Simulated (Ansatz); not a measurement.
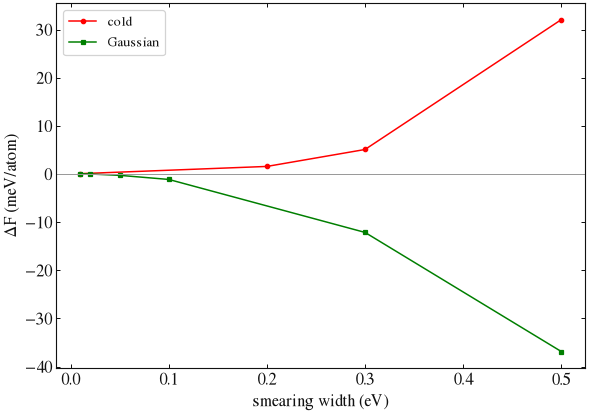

Free energy against smearing width for several smearing schemes.
The run: AlNi$_{2}$ (P-3m1, 6 atoms in the cell), by DFT PBEsol, scalar-relativistic, plane waves, PAW in Ansatz 0.2.0; cutoff 420 eV, 12×12×8 k-mesh, no spin polarisation.
ΔF is counted from the tetrahedron result.

Q: How far does each scheme shift the free energy at its largest width?

A: Cold smearing: 32 meV/atom at 0.5 eV. Gaussian smearing: −37 meV/atom at 0.5 eV.
